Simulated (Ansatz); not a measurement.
**Geometry relaxation of Ge (part 1 of 2)**

- system: Ge (P6₃/mmc, 2 atoms in the cell)
- method: DFT, LDA, PAW with Ansatz's default frozen-core files, scalar-relativistic, no spin polarisation (Ansatz 0.2.0)

The structure was built on a prototype by a generator; it need not be a known phase. Its volume is 0.60 times that of the source entry. It belongs to a series of runs on one base structure; here: hcp relaxed under pressure, PAW files.

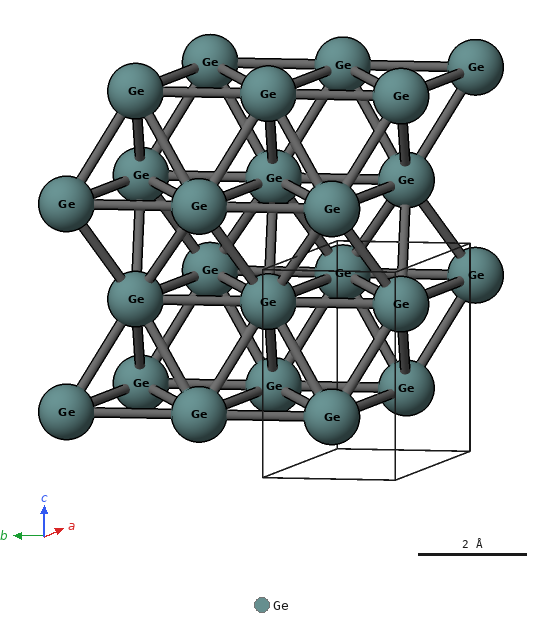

Fig. 1: The starting structure (ball-and-stick view of the cell of the calculation, repeated 2 × 3 × 2, seen at an oblique angle). An atom can appear more than once, as a periodic image.

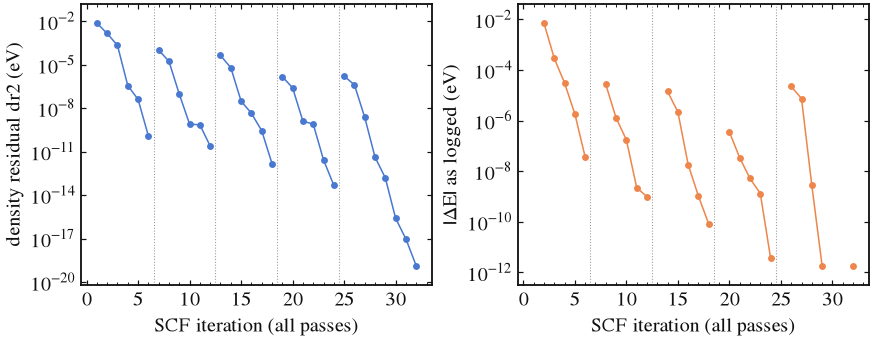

Fig. 2: Convergence of the self-consistent field: density residual dr2 and size of the energy change against the SCF iteration. The dotted lines part the SCF passes of the relaxation: geometry steps, rejected trials and re-solves on a re-selected basis. The 5 passes take 6 to 8 iterations each, 32 in all.

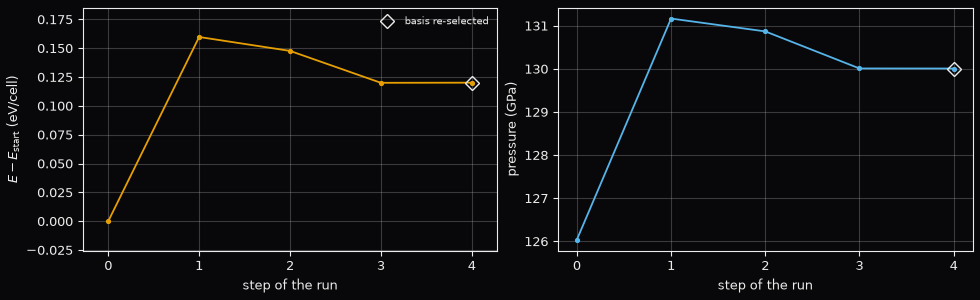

Fig. 3: Progress of the relaxation, step by step (the first geometry is step 0 here and step 1 in the log).

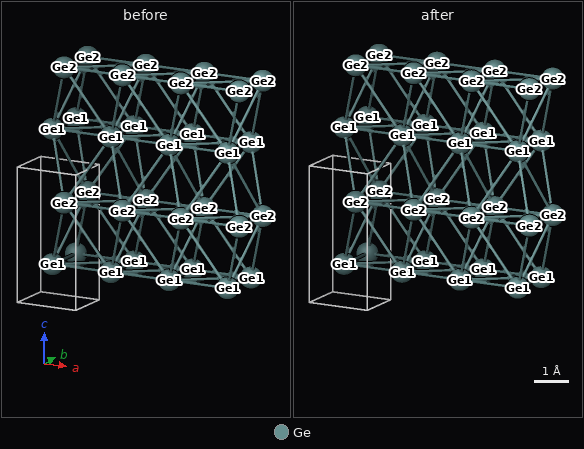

Fig. 4: Before (left) and after (right) the relaxation, at one scale (ball-and-stick view of the cell of the calculation, repeated 4 × 2 × 2, seen slightly off an axis). No atom moves by more than 0.005 Å relative to the cell. Cell: a = b 2.481 → 2.461 Å (−0.8 %), c 4.020 → 4.055 Å (+0.9 %). Volume −0.7 %. Among the contacts that change: Ge1–Ge1 2.481 → 2.461 Å, Ge1–Ge2 2.468 → 2.476 Å. The space group stays P6_3/mmc (No. 194). After 3 geometry steps the energy has risen by 0.120 eV per cell of the calculation. All forces vanish by symmetry, so only the cell relaxes. Pressure: 126.04 GPa at the start and 130.01 GPa at the end. A last SCF at the same geometry on a re-selected plane-wave basis shifts the energy by +0.1 meV per cell of the calculation. (Atoms are counted from 1 in the order of the input.)

The input and output of the run follow.

The input:
```yaml
crystal:
  lattice:
    - [2.4812619425, 0.0, 0.0]
    - [-1.2406309713, 2.1488358757, 0.0]
    - [0.0, 0.0, 4.0196443469]
  atoms:
    - { symbol: Ge, position: [0.3333333333, 0.6666666667, 0.25] }
    - { symbol: Ge, position: [0.6666666667, 0.3333333333, 0.75] }
kpoints:
  mp_grid: { grid: [17, 17, 10] }
scf:
  occupations: { method: fermi_dirac, width: 0.08 }
hamiltonian:
  xc: lda
  pseudopotentials: { kind: paw }
output:
  forces: true
  stress: true
  eigenvalues: true
relax:
  f_tol: 0.005
  max_steps: 40
  cell: { p_target: 130.0, stress_tol: 0.065 }
```

Launched with:
```bash
ansatz run input.yaml --threads 1 --pin off --max-ram 3584MiB --backend cpu --events-out ev --progress --plain --runs-dir out
```

Log:
```
Engine: ansatz 0.2.0, aarch64-unknown-linux-gnu
Pseudopotentials: kind: paw
Pseudopotential: Ge, paw, valence charge 14, recommended cutoff 420 eV (normal), Ge.paw.azcp
Functional definition: SPW92
  exchange = slater_x
  correlation = pw_c
Crystal: 2 atoms, lattice volume = 21.432 Å³
Basis set: ecut = 420 eV, 391 PW (Γ)
Bands: 18, of which v1, the nominal top of the filled ones, is band 14 counted from 1 (13 counted from 0)
Symmetry: 24 space group operations
Space group: P63/mmc (ITA 194), of the structure as read, at distance tolerance 2.8e-5 Å
k-points: 198 of 2890
Non-local potential: Ge, projectors of the file, l = 0: 2, l = 1: 2, l = 2: 3, l = 3: 1
PAW form: soft (Blöchl's): semilocal exchange-correlation on the pseudo side does not see the compensation charge
PAW frozen core: Ge, regenerated for the run's functional, and the local potential with it (the file was generated under x = pbe(κ = 0.804, μ = 0.2195149727645171), c = pbe(β = 0.06672455060314922))
PAW one-centre angular grid: Ge, 590 points (default); XC on 64 Gauss nodes
Initial density: superposition of atomic densities (neutral atoms: chi_scale 0, normalization atom), corrected by the library's trained network
Initial wavefunctions: pseudopotential atomic-orbital guess
Functional: x = slater, c = lda
SCF iter   1: F=—  HF=-8427.289630 eV  |F-HF|=—  |Δ(HF+E_count)|=         —  Δρ=8.88e-3  dr2=7.29e-3  ethr=1.77e-3  ⟨swp⟩=5.0  Hψ=14788  notcnv=0
preconditioner: auto → none  [metal: Δε(μ)=0.047 eV  Ē_g=26.361 eV  σ=0.080 eV  W_gap=0.14  n_scr=2 (ndim 8)  ℏωp=42.4 eV  f_vac=0.000  D(μ)=0.58/eV (n_scr^D=2)  sad-step TF]
SCF iter   2: F=—  HF=-8427.282588 eV  |F-HF|=—  |Δ(HF+E_count)|=   7.04e-3  Δρ=3.82e-3  dr2=1.42e-3  ethr=2.60e-5  ⟨swp⟩=2.0  Hψ=8220  notcnv=0  defer=14
SCF iter   3: F=—  HF=-8427.282298 eV  |F-HF|=—  |Δ(HF+E_count)|=   2.89e-4  Δρ=1.48e-3  dr2=2.13e-4  ethr=5.08e-6  ⟨swp⟩=1.0  Hψ=3513  notcnv=0  defer=14
SCF iter   4: F=—  HF=-8427.282268 eV  |F-HF|=—  |Δ(HF+E_count)|=   3.03e-5  Δρ=6.59e-5  dr2=3.59e-7  ethr=7.61e-7  ⟨swp⟩=2.0  Hψ=5769  notcnv=0  defer=14
SCF iter   5: F=—  HF=-8427.282270 eV  |F-HF|=—  |Δ(HF+E_count)|=   1.82e-6  Δρ=2.29e-5  dr2=3.97e-8  ethr=1.28e-9  ⟨swp⟩=2.0  Hψ=6279  notcnv=0  defer=14
SCF iter   6: F=-8427.282270 eV  HF=-8427.282270 eV  |F-HF|=1.35e-10  |Δ(HF+E_count)|=   3.62e-8  Δρ=1.02e-6  dr2=1.21e-10  ethr=1.42e-10  ⟨swp⟩=2.5  Hψ=11690  notcnv=0
SCF 1 converged in 6 iterations: F = -8427.282270 eV  dr2 = 1.21e-10
  greatest PAW one-centre occupation: 0.999 electrons in one spin orbital (limit 2), on the Ge atom at site 1 (counted from 0), in its partial waves of l = 2
relax step   1: F+E_penalty+E_count = -8427.28226992 eV  Δ(F+E_penalty+E_count) = +0.000e0 eV  max|allowed force component| = 1.480e-16 eV/Å  Δτ_max = 0.0000 Å  P = +126.039 GPa  Ω = 21.432 Å³  (6 SCF iters, dr2 threshold 1.00e-7 eV, accepted)
Crystal: 2 atoms, lattice volume = 21.228 Å³
Initial density: handed on by an earlier stage of this run
Initial wavefunctions: those handed on with the density
iter 1 solved again at ethr=4.10e-7 eV; its pass at ethr=3.10e-3 eV (dr2=1.15e-4 eV) is discarded
SCF iter   1: F=—  HF=-8427.122535 eV  |F-HF|=—  |Δ(HF+E_count)|=         —  Δρ=8.19e-4  dr2=1.01e-4  ethr=4.10e-7  ⟨swp⟩=2.0  Hψ=19208  notcnv=0
preconditioner: auto → none  [metal: Δε(μ)=0.015 eV  Ē_g=26.585 eV  σ=0.080 eV  W_gap=0.05  n_scr=2 (ndim 8)  ℏωp=42.6 eV  f_vac=0.000  D(μ)=0.57/eV (n_scr^D=2)]
SCF iter   2: F=—  HF=-8427.122508 eV  |F-HF|=—  |Δ(HF+E_count)|=   2.66e-5  Δρ=3.60e-4  dr2=1.68e-5  ethr=3.61e-7  ⟨swp⟩=1.2  Hψ=3816  notcnv=0
SCF iter   3: F=—  HF=-8427.122507 eV  |F-HF|=—  |Δ(HF+E_count)|=   1.27e-6  Δρ=4.01e-5  dr2=9.16e-8  ethr=6.01e-8  ⟨swp⟩=2.8  Hψ=6405  notcnv=0
iter 4 did not close the SCF: its close was put off for the readings that it lacked (scf_convergence_deferred on its scf_iter line)
SCF iter   4: F=-8427.122507 eV  HF=-8427.122507 eV  |F-HF|=6.69e-9  |Δ(HF+E_count)|=   1.73e-7  Δρ=2.30e-6  dr2=7.91e-10  ethr=3.27e-10  ⟨swp⟩=2.0  Hψ=5594  notcnv=0
iter 5 did not close the SCF: its close was put off for the readings that it lacked (scf_convergence_deferred on its scf_iter line)
SCF iter   5: F=-8427.122507 eV  HF=-8427.122507 eV  |F-HF|=2.29e-9  |Δ(HF+E_count)|=   2.22e-9  Δρ=2.51e-6  dr2=7.01e-10  ethr=2.83e-12  ⟨swp⟩=2.0  Hψ=6371  notcnv=0
SCF iter   6: F=-8427.122507 eV  HF=-8427.122507 eV  |F-HF|=8.19e-11  |Δ(HF+E_count)|=  9.86e-10  Δρ=4.87e-7  dr2=2.41e-11  ethr=2.50e-12  ⟨swp⟩=1.1  Hψ=10802  notcnv=0
SCF 2 converged in 6 iterations: F = -8427.122507 eV  dr2 = 2.41e-11
relax step   2: F+E_penalty+E_count = -8427.12250710 eV  Δ(F+E_penalty+E_count) = +1.598e-1 eV  max|allowed force component| = 1.665e-16 eV/Å  Δτ_max = 0.0000 Å  P = +131.167 GPa  Ω = 21.228 Å³  energy of the carried Pulay correction = +1.457e-4 eV  (6 SCF iters, dr2 threshold 2.00e-7 eV, accepted)
Crystal: 2 atoms, lattice volume = 21.241 Å³
iter 1 solved again at ethr=1.57e-7 eV; its pass at ethr=3.10e-3 eV (dr2=4.39e-5 eV) is discarded
SCF iter   1: F=—  HF=-8427.134590 eV  |F-HF|=—  |Δ(HF+E_count)|=         —  Δρ=4.93e-4  dr2=4.30e-5  ethr=1.57e-7  ⟨swp⟩=2.0  Hψ=18892  notcnv=0
preconditioner: auto → none  [metal: Δε(μ)=0.032 eV  Ē_g=26.589 eV  σ=0.080 eV  W_gap=0.10  n_scr=2 (ndim 8)  ℏωp=42.6 eV  f_vac=0.000  D(μ)=0.57/eV (n_scr^D=2)]
SCF iter   2: F=—  HF=-8427.134576 eV  |F-HF|=—  |Δ(HF+E_count)|=   1.41e-5  Δρ=1.98e-4  dr2=6.20e-6  ethr=1.54e-7  ⟨swp⟩=1.4  Hψ=3692  notcnv=0
iter 3 did not close the SCF: its close was put off for the readings that it lacked (scf_convergence_deferred on its scf_iter line)
SCF iter   3: F=-8427.134574 eV  HF=-8427.134574 eV  |F-HF|=4.68e-8  |Δ(HF+E_count)|=   2.16e-6  Δρ=1.91e-5  dr2=3.03e-8  ethr=2.21e-8  ⟨swp⟩=1.7  Hψ=4001  notcnv=0
iter 4 did not close the SCF: its close was put off for the readings that it lacked (scf_convergence_deferred on its scf_iter line)
SCF iter   4: F=-8427.134574 eV  HF=-8427.134574 eV  |F-HF|=3.72e-9  |Δ(HF+E_count)|=   1.79e-8  Δρ=8.10e-6  dr2=4.43e-9  ethr=1.08e-10  ⟨swp⟩=2.0  Hψ=6337  notcnv=0
iter 5 did not close the SCF: its close was put off for the readings that it lacked (scf_convergence_deferred on its scf_iter line)
SCF iter   5: F=-8427.134574 eV  HF=-8427.134574 eV  |F-HF|=2.55e-10  |Δ(HF+E_count)|=   1.02e-9  Δρ=1.98e-6  dr2=2.76e-10  ethr=1.58e-11  ⟨swp⟩=2.0  Hψ=5531  notcnv=0
SCF iter   6: F=-8427.134574 eV  HF=-8427.134574 eV  |F-HF|=1.82e-12  |Δ(HF+E_count)|=  8.00e-11  Δρ=1.67e-7  dr2=1.50e-12  ethr=1.00e-12  ⟨swp⟩=1.0  Hψ=10768  notcnv=0
SCF 3 converged in 6 iterations: F = -8427.134574 eV  dr2 = 1.50e-12
relax step   3: F+E_penalty+E_count = -8427.13457410 eV  Δ(F+E_penalty+E_count) = -1.207e-2 eV  max|allowed force component| = 2.405e-16 eV/Å  Δτ_max = 0.0000 Å  P = +130.870 GPa  Ω = 21.241 Å³  energy of the carried Pulay correction = +1.387e-4 eV  (6 SCF iters, dr2 threshold 2.00e-7 eV, accepted)
Crystal: 2 atoms, lattice volume = 21.275 Å³
iter 1 solved again at ethr=8.10e-9 eV; its pass at ethr=3.10e-3 eV (dr2=2.27e-6 eV) is discarded
```
